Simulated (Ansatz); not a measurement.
## TaN: single-point calculation (part 3 of 3)

The same run, continued: TaN (4 atoms in the cell); DFT LDA+U+J, spin-orbit coupling, plane waves, PAW, U = 7 eV, J = 0.9 eV on Ta atom 1 d; U = 7 eV, J = 0.9 eV on Ta atom 2 d (Ansatz 0.2.0); cutoff 420 eV, 7×7×4 k-mesh, Gaussian smearing of 0.05 eV. The structure derives from an entry of the Crystallography Open Database. It belongs to a series of runs on one base structure; here: random orbitals: harmonics, high filling.

Geometry of the input (Å; fractional positions):
```
3.0500  0.0000  0.0000
-1.5250  2.6414  0.0000
0.0000  0.0000  4.9400
Ta 0.3333  0.6667  0.0000
Ta 0.6667  0.3333  0.5000
N  0.3333  0.6667  0.3850
N  0.6667  0.3333  0.8850
```

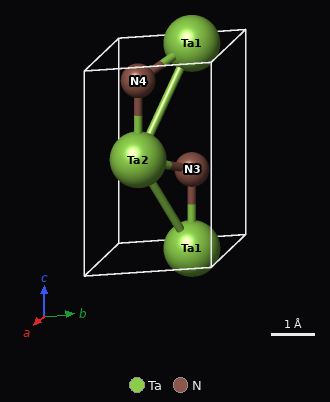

**Figure 1.** The input geometry (ball-and-stick view of the cell of the calculation, seen slightly off an axis; atoms are numbered from 1 in the order of the input).

Output, continued
```
Harris-Foulkes:  -20141.158696 eV  (|F-HF|=1.42e-10)
Internal energy: -20141.157107 eV  (E = F + TS)
E sigma→0 (E₀):  -20141.157902 eV
Entropy (-TS):   -0.001589 eV (-0.397 meV/atom)
Fermi energy:    22.850148 eV
--- Per-component energies (eV) ---
  E_band       = -59.947998
  E_kinetic    = 1043.264957
  E_local      = -1359.767826  (includes V_loc(G=0)·N_el)
  E_nonlocal   = 141.269176
  E_hartree    = 486.922718
  E_xc         = -564.476451
  E_vxc        = -575.511827  (∫ρ·V_xc dr)
  E_hubbard    = 14.308081  (on-site DFT+U / exact-exchange correction)
  E_vhub       = 4.271052  (the Hubbard potential's part of the band-sum identity)
  E_paw        = -16581.063594  (= ΣΔE_a)
  E_vpaw       = -287.319508  (= ΣTr[D̂ρ^β])
  E_aug_tail   = 0.000586  (compensation charges beyond the density's cutoff)
  E_ewald      = -3322.312910
  E_core_change = 0.698156  (= ΣΔE_core)
  E_smearing   = -0.001589  (= −TS)
  E_closure    = 0.000000  (closes the sum)
  Σ components = -20141.158696   (vs F -20141.158696, Δ=0.00e0)
--- DFT+U+J on-site energies (Liechtenstein; fll double counting; per corrected site; eV) ---
  site 0 (l=d): U=7.0000  J=0.9000  Tr N=3.9910  E_int=47.144468  E_dc=39.990428  E_U=7.154040
  site 1 (l=d): U=7.0000  J=0.9000  Tr N=3.9910  E_int=47.144468  E_dc=39.990428  E_U=7.154040
--- Hubbard shell moments (per corrected site; Tr N, ν in electrons; μ in μ_B) ---
  shell 0: Tr N=3.9910  μ_S=(+0.0703, -0.0406, +0.0011)  μ_L=(-0.0025, +0.0014, -0.0034)  μ=(+0.0678, -0.0391, -0.0023)  ν=0.0917 along (+0.138, -0.080, -0.987)
  shell 1: Tr N=3.9910  μ_S=(+0.0703, -0.0406, -0.0011)  μ_L=(-0.0025, +0.0014, +0.0034)  μ=(+0.0678, -0.0391, +0.0023)  ν=0.0917 along (+0.138, -0.080, +0.987)
--- Specified on-site occupations, and those of the state reported ---
  electrons in the specified blocks: 4.2000 specified, 7.9820 found
  site 1 (l=d): largest change of an orbital's occupation 0.5970; electrons 2.1000 specified, 3.9910 found; spectral distance 1.2525
  site 0 (l=d): largest change of an orbital's occupation 0.5970; electrons 2.1000 specified, 3.9910 found; spectral distance 1.2525
--- Forces (eV/Å), atoms counted from 1 ---
  atom   1  Ta    -0.01341388     0.00773839     2.21413064
  atom   2  Ta     0.01341388    -0.00773839     2.21413064
  atom   3  N      0.00691098    -0.00398867    -2.21413286
  atom   4  N     -0.00691098     0.00398867    -2.21413286
  max |Σ_I F_I| component: 4.44e-6 eV/Å
--- Stress (GPa, compression-positive) ---
      129.757317       0.105500       0.000000
        0.105513     129.879107       0.000000
        0.000000       0.000000     112.479729
  P = ⅓ Tr σ = 124.0387 GPa (1240.387 kbar)
--- Band table (eV; the first three rows and the last of 147) ---
  k-point 0: bands = ["-45.9625", "-45.9358", "-45.8543", "-45.8264", "-19.1954", "-19.1739", "-18.8488", "-18.8287", "-11.2806", "-11.2490", "-10.3447", "-10.3435", "-10.1108", "-10.1108", "-10.0850", "-10.0540", "3.4437", "3.4567", "5.1889", "5.2114", "13.6776", "13.6831", "13.8098", "13.8264", "14.1026", "14.1407", "14.5466", "14.5662", "14.7215", "14.7318", "15.1898", "15.2119", "22.1468", "22.1694", "22.1971", "22.3552", "22.5518", "22.6645", "24.4351", "24.5439", "25.3710", "25.6413", "26.0150", "26.0330"]
  k-point 1: bands = ["-45.9480", "-45.9213", "-45.8705", "-45.8427", "-19.1438", "-19.1225", "-18.8987", "-18.8784", "-11.1283", "-11.0966", "-10.3109", "-10.3096", "-10.2891", "-10.2571", "-10.1429", "-10.1420", "3.8263", "3.8391", "5.0804", "5.1004", "13.6763", "13.7148", "13.7870", "13.7932", "13.9538", "13.9741", "14.0780", "14.1066", "14.5174", "14.5269", "14.7548", "14.7768", "22.6876", "22.9138", "22.9671", "22.9903", "23.1223", "23.2181", "24.8114", "24.9760", "25.4028", "25.6171", "25.9038", "25.9166"]
  k-point 2: bands = ["-45.9100", "-45.9100", "-45.8829", "-45.8829", "-19.0204", "-19.0204", "-18.9996", "-18.9996", "-10.7326", "-10.7326", "-10.7006", "-10.7006", "-10.2274", "-10.2274", "-10.2260", "-10.2260", "4.5954", "4.5954", "4.6102", "4.6102", "13.4312", "13.4312", "13.4700", "13.4700", "14.1064", "14.1064", "14.1142", "14.1142", "14.2624", "14.2624", "14.2841", "14.2841", "24.0097", "24.0097", "24.2696", "24.2696", "24.3966", "24.3966", "24.4364", "24.4364", "24.5834", "24.5834", "24.6381", "24.6381"]
  k-point 146: bands = ["-45.8764", "-45.8764", "-45.8477", "-45.8477", "-19.1464", "-19.1464", "-19.0856", "-19.0856", "-11.0468", "-11.0468", "-10.9087", "-10.9087", "-10.4661", "-10.4661", "-10.4244", "-10.4244", "5.2712", "5.2712", "5.5884", "5.5884", "12.9606", "12.9606", "13.0531", "13.0531", "14.5649", "14.5649", "14.7065", "14.7065", "15.2599", "15.2599", "15.4037", "15.4037", "22.7855", "22.7855", "22.9008", "22.9008", "23.4950", "23.4950", "24.0306", "24.0306", "25.7689", "25.7689", "25.9850", "25.9850"]
Occupation matrices written to [file]
--- Löwdin populations: 4 sites ---
  site symbol       q [e]
     0     Ta     12.3322
     1     Ta     12.3322
     2      N      5.5521
     3      N      5.5521
  spilling = 0.006429 (of n_electrons = 36.000000)
--- Occupation matrices: 2 shells (run DFT+U table (all-electron-ortho-atomic); ε = 9.41e-4) ---
  Ta0 d_5D: site group C3v (3m)
  Ta0 d_5D spinor Tr n = 3.9910  λ = 0.290 0.303 0.323 0.346 0.425 0.434 0.456 0.467 0.473 0.475  [yz 0.45 (E 0.96) E1/2(0.74) | xz 0.50 (E 0.94) E3/2(0.83) | xz 0.51 (E 0.92) E3/2(0.75) | yz 0.34 (E 0.88) E1/2(0.84) | z2 0.80 (T2 0.98) E1/2(0.99) | z2 0.75 (T2 0.99) E1/2(0.99) | xz 0.23 (T2 0.97) E1/2(0.99) | yz 0.28 (T2 0.93) E1/2(0.80) | xy 0.42 (T2 0.92) E3/2(0.92) | xy 0.39 (T2 0.91) E3/2(0.87)]
  specified occupation → Ta0 d_5D spinor: matrix, ‖Δ‖_F = 1.3515, Tr Δ = -1.8910, displaced = 2.0795, d_λ = 1.2525; orbital distance = 1.9237
  Ta1 d_5D: site group C3v (3m)
  Ta1 d_5D spinor Tr n = 3.9910  λ = 0.290 0.303 0.323 0.346 0.425 0.434 0.456 0.467 0.473 0.475  [yz 0.45 (E 0.96) E1/2(0.74) | xz 0.50 (E 0.94) E3/2(0.83) | xz 0.51 (E 0.92) E3/2(0.75) | yz 0.34 (E 0.88) E1/2(0.84) | z2 0.80 (T2 0.98) E1/2(0.99) | z2 0.75 (T2 0.99) E1/2(0.99) | xz 0.23 (T2 0.97) E1/2(0.99) | yz 0.28 (T2 0.93) E1/2(0.80) | xy 0.42 (T2 0.92) E3/2(0.92) | xy 0.39 (T2 0.91) E3/2(0.87)]
  specified occupation → Ta1 d_5D spinor: matrix, ‖Δ‖_F = 1.3515, Tr Δ = -1.8910, displaced = 2.0795, d_λ = 1.2525; orbital distance = 1.9237
  Tr n, λ and their labels are of the run-group-symmetrised matrices; stabiliser: 4 of 24 elements of G0×{1,Θ} (closed), max defect 4.0e-5 at τ = 2.0e-4
```

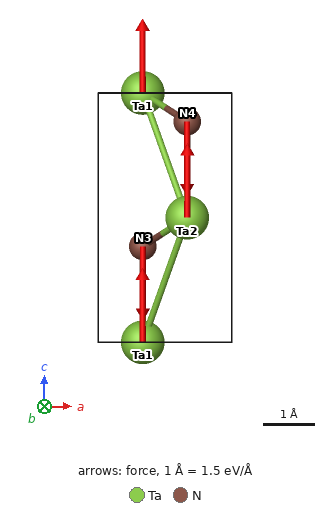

**Figure 2.** Forces on the atoms as red arrows (ball-and-stick view of the cell of the calculation, along the b axis; atoms are numbered from 1 in the order of the input). The largest act on Ta1, Ta2 (2.21 eV/Å); N3, N4 (2.21 eV/Å). The geometry is not a stationary point of this energy.

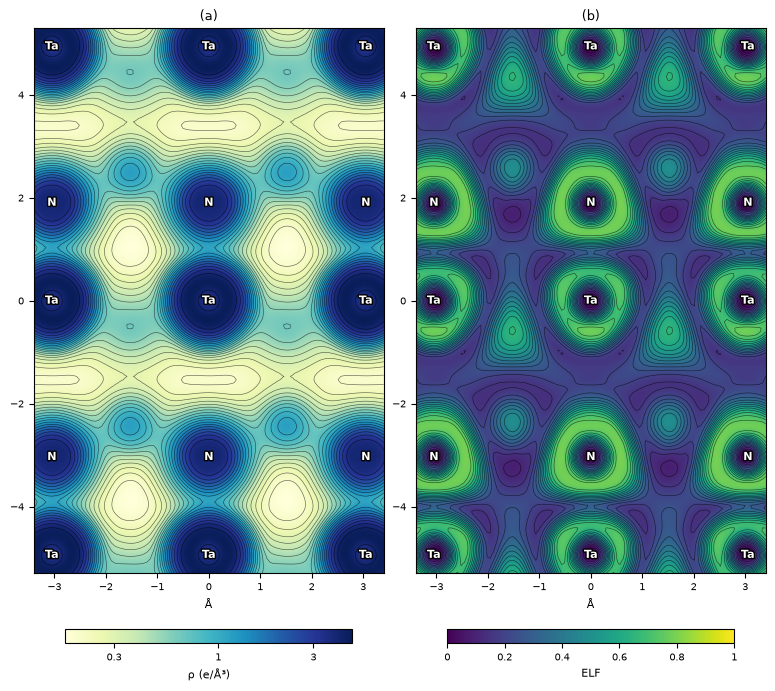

**Figure 3.** (a) valence pseudo-density; (b) electron localisation function on the (010) plane of the calculation cell. Atoms in the plane: Ta and N. Ta–Ta (3.05 Å): ρ is about 0.45 e/Å³ halfway; the ELF is about 0.45 at the midpoint (no shared electron pair). Ta–N (1.90 Å): ρ is about 1.2 e/Å³ halfway; the ELF peaks at about 0.80 in the valence shell of N, 0.6 Å from its nucleus, and drops to about 0.30 between the two atoms (a polar contact without a shared pair, in a metal). Away from the nuclei the density in this plane falls to 0.17 e/Å³ at its lowest. The strong features right at Ta lie inside the PAW spheres (semicore, d or f shells) and say nothing about bonding. Core electrons are frozen (PAW), so the fields are smoothed inside the atomic spheres.

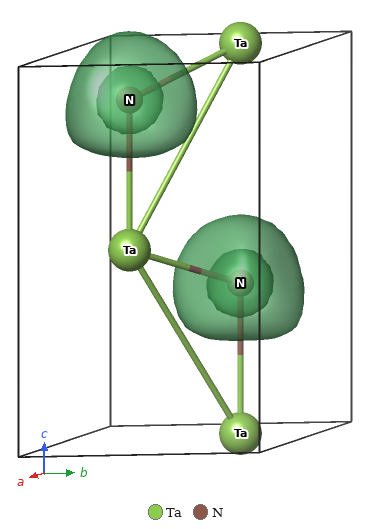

**Figure 4.** Isosurface of the ELF at 0.65 (green), seen slightly off an axis. Only the valence region is drawn (cores and ρ < 0.01 e/Å³ removed). Sticks mark near contacts. The outline is the calculation cell. Profiles from the grid: Ta–N (1.85 Å): the ELF peaks at about 0.80 in the valence shell of N, 0.6 Å from its nucleus, and drops to about 0.30 between the two atoms. Ta–Ta (3.03 Å): the ELF is about 0.40 at the midpoint; no shared electron pair.
